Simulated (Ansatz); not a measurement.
# Optical response of BN, part 2 of 2

Wanted: where BN starts to absorb, how strongly, and its refractive index. The cell comes from an older database entry, whose edges can differ from later determinations, mostly by under a per cent.

Ansatz 0.2.0; DFT, PBE, plane-wave PAW, default files, scalar-relativistic, independent-particle optical response without local fields.

So far. Step 2 (Ground state and bands): There is a gap, 4.26 eV on the path, so no carriers' term is needed. The cell is left with a pressure of 5.1 GPa, as it stands unrelaxed at this level.

The database entry behind the starting cell differs from later determinations by our own check (about 0.3 % short, minor phase), so it need not match the best structure at ambient conditions.

## (3) Spectrum

The spectrum is a sum over vertical transitions between filled and empty bands at the fixed density, so many empty bands are needed.

This step: DFT, PBE, plane-wave PAW, default files, scalar-relativistic, independent-particle optical response without local fields (Ansatz 0.2.0).

File input.yaml:

```yaml
crystal:
  lattice:
    - [2.49824, 0.0, 0.0]
    - [-1.24912, 2.1635393048, 0.0]
    - [0.0, 0.0, 6.6357]
  atoms:
    - { symbol: "N", position: [0.6666666667, 0.3333333333, 0.25] }
    - { symbol: "N", position: [0.3333333333, 0.6666666667, 0.75] }
    - { symbol: B, position: [0.6666666667, 0.3333333333, 0.75] }
    - { symbol: B, position: [0.3333333333, 0.6666666667, 0.25] }
kpoints:
  mp_grid: { grid: [10, 10, 4] }
scf:
  occupations: { method: fixed }
hamiltonian:
  xc: pbe
  pseudopotentials: { kind: paw }
output:
  optics:
    e_range: [0, 20]
    de: 0.05
    sigma: 0.1
    nscf_kmesh: { grid: [12, 12, 4] }
    bands: { spectra_wanted_up_to: 20 }
```

Run with:

```bash
$ ansatz run input.yaml --threads 4 --pin off --max-ram 8192MiB --backend cpu --events-out ev --progress --plain --runs-dir out
```

Numbers of over 12 decimals in the logs are rounded to 6 here.

The log of the run:

```text
[...]
Crystal: 4 atoms, lattice volume = 35.866 Å³
Basis set: ecut = 420 eV, 689 PW (Γ)
Bands: 12, of which v1, the nominal top of the filled ones, is band 8 counted from 1 (7 counted from 0)
Symmetry: 24 space group operations
[...]
k-points: 42 of 400
[...]
SCF iter   1: F=—  HF=-1084.800413 eV  |F-HF|=—  |Δ(HF+E_count)|=         —  Δρ=1.47e-3  dr2=2.09e-4  ethr=1.77e-3  ⟨swp⟩=5.1  Hψ=2635  notcnv=0  defer=74
[...]
SCF iter   7: F=-1084.801840 eV  HF=-1084.801840 eV  |F-HF|=1.82e-12  |Δ(HF+E_count)|=  2.26e-10  Δρ=1.45e-7  dr2=6.12e-12  ethr=1.00e-12  ⟨swp⟩=4.7  Hψ=1948  notcnv=0
SCF 1 converged in 7 iterations: F = -1084.801840 eV  dr2 = 6.12e-12
[...]
NSCF: frozen V_eff on 57 k-points
output.optics: what the bands over the 27 summed would add to eps1, eps2 and the energy-loss function is held between a lower and an upper bound (7 Lanczos steps). eps1, eps2 and their loss function (loss_summed_bands) are given on every row as the summed bands alone make them. Along an axis, on a row where the two bounds hold the loss function to about 1 % of the greater of itself and 0.5 % of |1/eps|, its cell (loss_completed) is given, with the completed eps1 and eps2 that it is formed of (a cell that is left empty reads nan in the table and null in the record). The two bounds hold it so along every axis on all 401 rows up to 20.000 eV. [rest of the remark cut]
SCF converged after 7 iterations
Free energy (F): -1084.801840 eV
[...]
Internal energy: -1084.801840 eV  (E = F + TS)
E sigma→0 (E₀):  -1084.801840 eV
Fermi energy:    4.835877 eV
[...]
--- Band table (eV; the first three rows and the last of 42) ---
  k-point 0: bands = [... 4 lower, 3.4723, 3.4723, 3.5094, 3.5094, 10.0609, 15.1421, 16.4271, 16.4271]
  k-point 1: bands = [... 4 lower, 3.4778, 3.4778, 3.5036, 3.5036, 10.7628, 14.2440, 16.4450, 16.4450]
  k-point 2: bands = [... 4 lower, 3.4903, 3.4903, 3.4903, 3.4903, 12.4360, 12.4360, 16.4878, 16.4878]
  k-point 41: bands = [... 4 lower, -2.0371, -2.0371, 4.6026, 4.6026, 9.6099, 9.6099, 16.9732, 16.9732]
```

Run time: 9 s. Hardware: 4 threads of Intel Xeon Platinum 8488C (Sapphire Rapids), shared host; peak memory 0.73 GiB.

This step gave:

* electronic dielectric constant ε∞, mean over x, y and z (by symmetry where fewer were run): 4.231
* absorption onset, first axis (α over 10⁴ cm⁻¹, or the direct gap if that lies higher): 4.664 eV
* main peak of Im epsilon, first axis: 5.706 eV
* least direct gap on the mesh: 4.664 eV
* bands summed: 27
* spectra valid up to: 28.79 eV
* program's estimate of the k-sum error in Im epsilon: 0.08 %
* electrons in the f-sum: 12.98

The Im ε has structure finer than the step of the table below, so its rows give means over 2 eV, whole bins alone (the curve runs from 0 to 20 eV). Peaks (eV: height): E ∥ x or y 5.7: 15.4, 14.2: 10.0; E ∥ z 4.8: 1.39, 9.9: 8.43, 13.7: 6.33, 18.2: 1.80.

The Im ε by photon energy; means over each step:

```
photon energy (eV)  E ∥ x or y  E ∥ z
                 2           0      0
                 4        1.05  0.235
                 6        7.97  0.852
                 8        1.57  0.351
                10       0.636   4.55
                12       0.844   2.68
                14        7.36   3.84
                16        3.62  0.744
                18        2.18   1.05
```

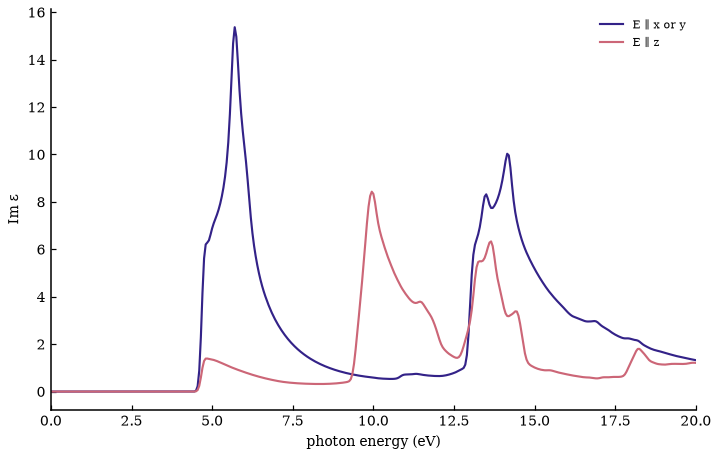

Im ε against photon energy.

Table of Re ε by photon energy:

```
photon energy (eV)  E ∥ x or y    E ∥ z
                 0        4.84     3.02
                 1        4.92     3.04
                 2        5.18     3.11
                 3        5.79     3.24
                 4        7.40     3.57
                 5        9.99     3.63
                 6       -1.66     3.02
                 7      -0.837     3.26
                 8       0.477     3.92
                 9        1.41     5.52
                10        2.22     4.20
                11        3.13    0.953
                12        4.20    0.210
                13        9.74     3.83
                14        3.34    -1.67
                15       -1.30    -1.07
                16       -1.22  -0.0538
                17       -1.07    0.611
                18      -0.960     1.48
                19      -0.886    0.595
                20      -0.707    0.453
```

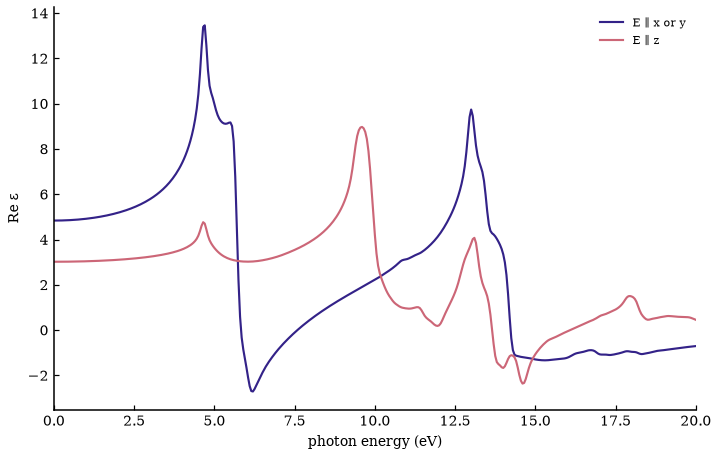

Re ε, plotted against photon energy.

The loss function −Im 1/ε at q → 0 has structure finer than the step of the table below, so its rows give means over 1 eV, whole bins alone (the curve runs from 0 to 20 eV). Peaks (eV: height): E ∥ x or y 8.0: 0.631; E ∥ z 12.2: 0.485, 16.2: 1.47.

The loss function −Im 1/ε at q → 0 by energy loss; means over each step:

```
energy loss (eV)  E ∥ x or y   E ∥ z
               4      1.1e-5  2.1e-5
               5      0.0393  0.0743
               6       0.101  0.0824
               7       0.326  0.0430
               8       0.585  0.0215
               9       0.323  0.0138
              10       0.116  0.0981
              11      0.0651   0.224
              12      0.0378   0.368
              13      0.0432   0.159
              14       0.105   0.217
              15       0.182   0.508
              16       0.262    1.30
              17       0.316   0.886
              18       0.379   0.416
              19       0.472   0.685
```

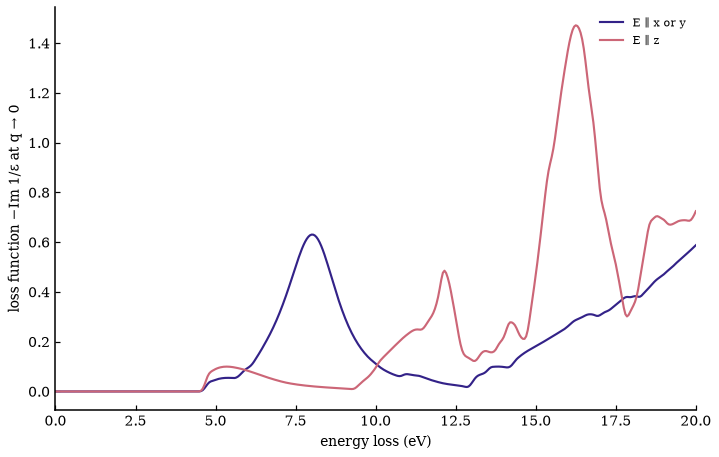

Loss function −Im 1/ε at q → 0, plotted against energy loss.

The refractive index n and extinction k by photon energy:

| photon energy (eV) | n, E ∥ x or y | k, E ∥ x or y | n, E ∥ z | k, E ∥ z |
| --- | --- | --- | --- | --- |
| 0 | 2.20 | 0 | 1.74 | 0 |
| 2 | 2.28 | 0 | 1.76 | 0 |
| 4 | 2.72 | 0 | 1.89 | 0 |
| 6 | 2.10 | 2.46 | 1.75 | 0.234 |
| 8 | 0.995 | 0.716 | 1.98 | 0.0825 |
| 10 | 1.50 | 0.197 | 2.60 | 1.60 |
| 12 | 2.06 | 0.159 | 1.15 | 1.05 |
| 14 | 2.54 | 1.76 | 1.12 | 1.71 |
| 16 | 1.09 | 1.55 | 0.581 | 0.626 |
| 18 | 0.853 | 1.30 | 1.31 | 0.487 |
| 20 | 0.630 | 1.05 | 0.934 | 0.648 |

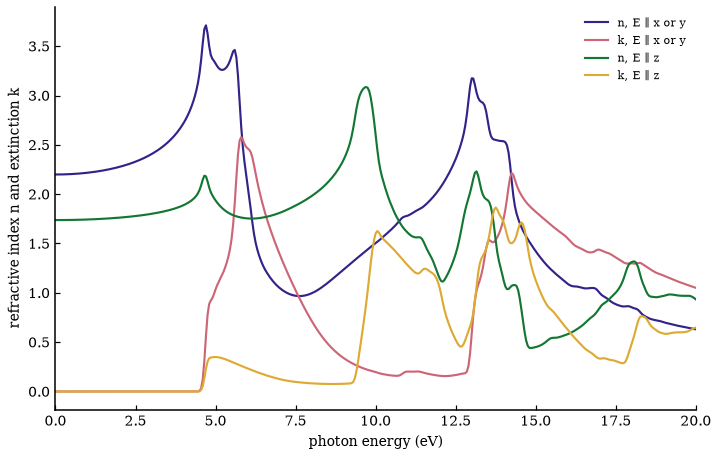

Refractive index n and extinction k, plotted against photon energy.

Values under 1 per cm are given as 1. Absorption coefficient against photon energy:

```csv
photon energy (eV),E ∥ x or y (1/cm),E ∥ z (1/cm)
0,1,1
2,1,1
4,1,1
6,1.5e6,1.4e5
8,5.8e5,66876
10,2.0e5,1.6e6
12,1.9e5,1.3e6
14,2.5e6,2.4e6
16,2.5e6,1.0e6
18,2.4e6,8.9e5
20,2.1e6,1.3e6
```

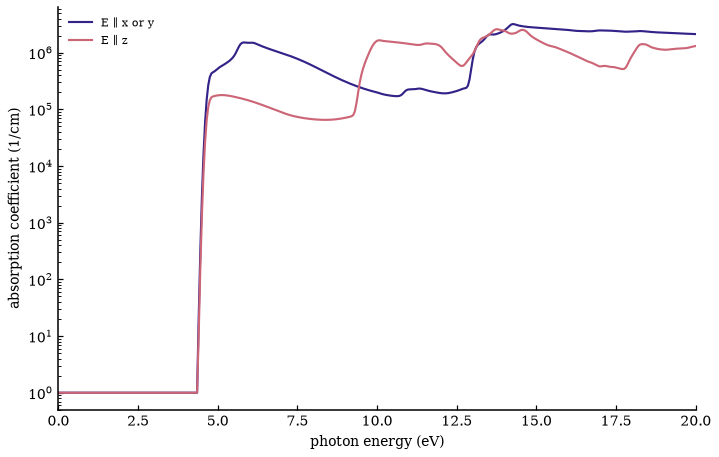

Absorption coefficient, plotted against photon energy.

Optical constants at common wavelengths, from n + ik = √ε:

```
wavelength (nm)  n xy   k xy  R (%) xy     1/α xy   n z    k z  R (%) z      1/α z
           1550  2.21  0.000      14.2  over 1 mm  1.74  0.000      7.3  over 1 mm
           1064  2.22  0.000      14.4  over 1 mm  1.75  0.000      7.4  over 1 mm
            800  2.24  0.000      14.7  over 1 mm  1.75  0.000      7.5  over 1 mm
            633  2.27  0.000      15.1  over 1 mm  1.76  0.000      7.6  over 1 mm
            450  2.36  0.000      16.5  over 1 mm  1.79  0.000      8.0  over 1 mm
            405  2.42  0.000      17.2  over 1 mm  1.80  0.000      8.2  over 1 mm
            248  3.33  1.035      32.8      19 nm  1.94  0.349     11.4      57 nm
```

Rows near the edge hang on the gap, which this functional as a rule makes too small, and phonon-assisted absorption is left out.

Through 1 µm of it, D65 light comes out colourless (x = 0.314, y = 0.331; 77 % transmitted).

At 1064 nm the birefringence n(z) − n(x) is -0.479: the crystal is uniaxial negative at this level.

The f-sum over the summed bands holds 13.0 of the cell's 16 electrons outside the frozen cores, 4 of which lie in bands more than 12 eV below the Fermi level, whose transitions come at higher energies. Up to 20 eV the strength has a mean oscillator energy of 10.2 eV, well above the main peak, so higher transitions carry much of it.

## (4) Static response with local fields

Perturbation theory gives the static response with local fields and the functional's kernel, and it needs no empty bands.

This step: DFT, PBE, plane-wave PAW, default files, scalar-relativistic, static field response by perturbation theory with local fields (Ansatz 0.2.0).

Changes to input.yaml since step 3:

```diff
@@ -17,8 +17,2 @@
   pseudopotentials: { kind: paw }
-output:
-  optics:
-    e_range: [0, 20]
-    de: 0.05
-    sigma: 0.1
-    nscf_kmesh: { grid: [12, 12, 4] }
-    bands: { spectra_wanted_up_to: 20 }
+dielectric: {}
```

The log of the run:

```text
[...]
Crystal: 4 atoms, lattice volume = 35.866 Å³
Basis set: ecut = 420 eV, 689 PW (Γ), exchange–correlation on 36×36×96 points (8 copies of the dense FFT grid, shifted against one another)
Bands: 12, of which v1, the nominal top of the filled ones, is band 8 counted from 1 (7 counted from 0)
Symmetry: 24 space group operations
k-points: 117 of 400 (irreducible under 2 space group operations, time reversal used)
[...]
SCF iter   1: F=—  HF=-1084.800401 eV  |F-HF|=—  |Δ(HF+E_count)|=         —  Δρ=1.47e-3  dr2=2.09e-4  ethr=1.77e-3  ⟨swp⟩=5.1  Hψ=7363  notcnv=0  defer=211
[...]
SCF iter   6: F=-1084.801825 eV  HF=-1084.801825 eV  |F-HF|=1.71e-10  |Δ(HF+E_count)|=   7.95e-9  Δρ=6.10e-7  dr2=8.10e-11  ethr=1.00e-12  ⟨swp⟩=2.9  Hψ=6275  notcnv=0
SCF 1 converged in 6 iterations: F = -1084.801825 eV  dr2 = 8.10e-11
[...]
DFPT response loops at Γ: preconditioner auto → Resta (q_TF=auto, 2.385 Å⁻¹)  ε∞=3.8 (no band partly filled); β = 1.00, the filter's whole step (`scf.mixing.beta` (0.50) is not read by the response loops at its default; to damp them type it under 1.00, their step now; it binds the ground state too); Broyden in place of MSR1
── the response to a field inside a basis, on 10×10×4 k-points: an SCF that follows is theirs, and a resumed run solves both again ──
Bands: 9, of which v1, the nominal top of the filled ones, is band 8 counted from 1 (7 counted from 0)
k-points: 60 of 400 (irreducible under 8 space group operations)
[...]
Eigensolver: Dense (60 Hₖ)
SCF iter   1: F=—  HF=-1084.806169 eV  |F-HF|=—  |Δ(HF+E_count)|=         —  Δρ=3.74e-4  dr2=7.02e-6  ethr=1.00e-1
[...]
SCF iter   4: F=-1084.806180 eV  HF=-1084.806180 eV  |F-HF|=2.55e-9  |Δ(HF+E_count)|=   3.31e-8  Δρ=6.14e-6  dr2=4.62e-9  ethr=3.73e-9
SCF 1 converged in 4 iterations: F = -1084.806180 eV  dr2 = 4.62e-9
[...]
SCF converged after 6 iterations
Free energy (F): -1084.801825 eV
[...]
Internal energy: -1084.801825 eV  (E = F + TS)
E sigma→0 (E₀):  -1084.801825 eV
Fermi energy:    4.835875 eV
[...]
--- Band table (eV; the first three rows and the last of 117) ---
  k-point 0: bands = [... 4 lower, 3.4722, 3.4722, 3.5094, 3.5094, 10.0608, 15.1420, 16.4271, 16.4271]
  k-point 1: bands = [... 4 lower, 3.4778, 3.4778, 3.5035, 3.5035, 10.7627, 14.2440, 16.4450, 16.4450]
  k-point 2: bands = [... 4 lower, 3.4903, 3.4903, 3.4903, 3.4903, 12.4359, 12.4359, 16.4878, 16.4878]
  k-point 116: bands = [... 4 lower, -0.8565, -0.8096, 3.2269, 4.1328, 10.2426, 10.7479, 15.8706, 17.3299]
--- Dielectric response (ions clamped): 3 representative field directions + reference, inside a basis on a mesh of 400 k-points (Σ response iterations 12) ---
  ε∞ (high-frequency dielectric tensor):
        4.740865     0.000000    -0.000000
        0.000000     4.740865     0.000000
       -0.000000     0.000000     2.688714
  Born effective charges Z* (e; rows j = field, columns β = displacement):
    site 0:
        -2.71124    0.00000   -0.00000
        -0.00000   -2.71124   -0.00000
        -0.00000   -0.00000   -0.74390
    site 1:
        -2.71124    0.00000   -0.00000
        -0.00000   -2.71124   -0.00000
        -0.00000   -0.00000   -0.74390
    site 2:
         2.71124   -0.00000    0.00000
         0.00000    2.71124    0.00000
         0.00000    0.00000    0.74390
    site 3:
         2.71124   -0.00000    0.00000
        -0.00000    2.71124    0.00000
         0.00000    0.00000    0.74390
  Z* charge neutrality: 2.068e-3 e pre-enforcement
  solved inside a basis spanned on kpoints, on 10×10×4 k-points, its susceptibility summed on 18×18×6: ε∞ is read to err by 1.3e-2, Z* by 9.9e-3 e (field_mesh: kpoints solves on kpoints); Z* is corrected for what the basis lacks
```

Run time: 7.9 s. Hardware: 4 threads; peak memory 0.63 GiB.

Read-outs, printed or worked out from the files:

- electronic dielectric constant ε∞, mean over x, y and z (by symmetry where fewer were run): 4.057

ε∞ with local fields:

```
4.74 0.00 0.00
0.00 4.74 0.00
0.00 0.00 2.69
```

Diagonal elements. Born, by row:

| atom | Z*xx (e) | Z*yy (e) | Z*zz (e) |
| --- | --- | --- | --- |
| N1 | -2.711 | -2.711 | -0.744 |
| N2 | -2.711 | -2.711 | -0.744 |
| B3 | 2.711 | 2.711 | 0.744 |
| B4 | 2.711 | 2.711 | 0.744 |

Mean Born charges are N -2.06 and B +2.06, against formal valences of -3 and +3. They are far from isotropic: N has -2.71, -2.71 and -0.74 along x, y and z.

## (5) Outcome

```
gap on the path                                                                                                                : 4.26 eV
least direct gap on the path                                                                                                   : 4.66 eV
electronic dielectric constant ε∞, mean over x, y and z (by symmetry where fewer were run) (independent particles)             : 4.23
absorption onset, first axis (α over 10⁴ cm⁻¹, or the direct gap if that lies higher)                                          : 4.66 eV
main peak of Im epsilon, first axis                                                                                            : 5.71 eV
electronic dielectric constant ε∞, mean over x, y and z (by symmetry where fewer were run) (static response with local fields) : 4.06
```

What this shows: At this level (PBE, independent particles) BN has a mean ε∞ = 4.23 (4.06 with local fields) and n = 2.21 at 1550 nm (E ∥ x); absorption sets in near 4.7 eV, and Im ε peaks at 5.7 eV (E ∥ x). The gap is indirect (4.26 eV), so absorption without phonons can begin only at the direct gap of 4.66 eV. Lines 0.1 eV wide carry a tail of absorption under the direct gap, past the threshold already at 4.53 eV. Absorption passes 10⁴ cm⁻¹ from the direct gap on, 4.66 eV, in the ultraviolet, so the visible is passed. Distinct maxima of Im ε, read by a parabola through the highest points, lie at 5.71 eV (15) and 14.17 eV (10) for E ∥ x or y. The f-sum over the summed bands holds 13.0 of the cell's 16 electrons outside the frozen cores, 4 of which lie in bands more than 12 eV below the Fermi level, whose transitions come at higher energies. Up to 20 eV the strength has a mean oscillator energy of 10.2 eV, well above the main peak, so higher transitions carry much of it. Through 1 µm of it, D65 light comes out colourless (x = 0.314, y = 0.331; 77 % transmitted). At 1064 nm the birefringence n(z) − n(x) is -0.479: the crystal is uniaxial negative at this level. In the base spectrum excitons and phonon-assisted transitions are missing, and so are local fields; PBE gaps are as a rule too small, which pulls the onset down and ε∞ up. In the base run ε includes the program's bounded estimate of what the bands above those summed add.

[Logs are printed without paths, hosts, clocks, repeated set-up lines and the standing remarks that a program may print on its own settings, such as how far it seeks lower states.]

[Hosts, paths, dates, database ids (printed as entryN), source tags and the programs' standing remarks are cut or masked in the printed files.]
